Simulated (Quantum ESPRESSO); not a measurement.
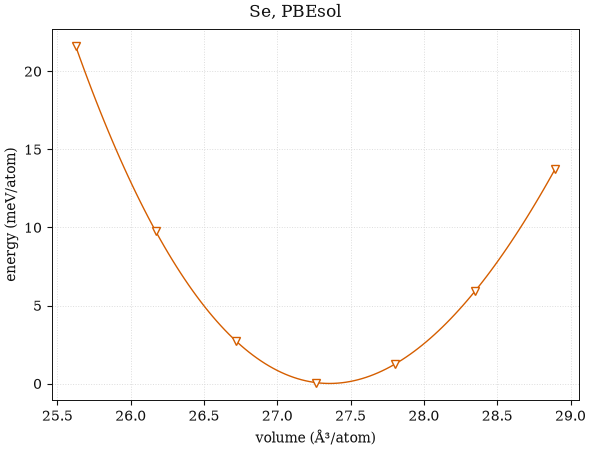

The picture above shows the energy against volume for Se, space group P3_121 (No. 152).

Cell as given: a = 4.366 Å, b = 4.366 Å, c = 4.954 Å, α = 90.00°, β = 90.00°, γ = 120.00°; 3 atoms.

Computed with Quantum ESPRESSO 7.5: plane-wave DFT, no spin polarisation; energies at scaled volumes of the given cell, shape and fractions fixed, counted from the fit's minimum, third-order Birch-Murnaghan fit. Level: PBEsol.

```json
{"setting": "k mesh", "value": "6×6×5"}
{"setting": "occupations", "value": "Fermi–Dirac"}
{"setting": "smearing width", "value": "0.05 eV"}
{"setting": "potentials", "value": "PseudoDojo 0.4.1 SR PBEsol standard"}
{"setting": "wave cutoff", "value": "1170 eV"}
{"setting": "density cutoff", "value": "4680 eV"}
```

Give the values behind the plot as a table.

```tsv
volume (Å³/atom)	energy (meV/atom)
25.63	21.61
26.17	9.76
26.72	2.75
27.26	0.06
27.81	1.26
28.35	5.94
28.90	13.76
```

Limits of the calculation: shape and atomic fractions are frozen while scaling, which makes layered, chain and framework solids too stiff.
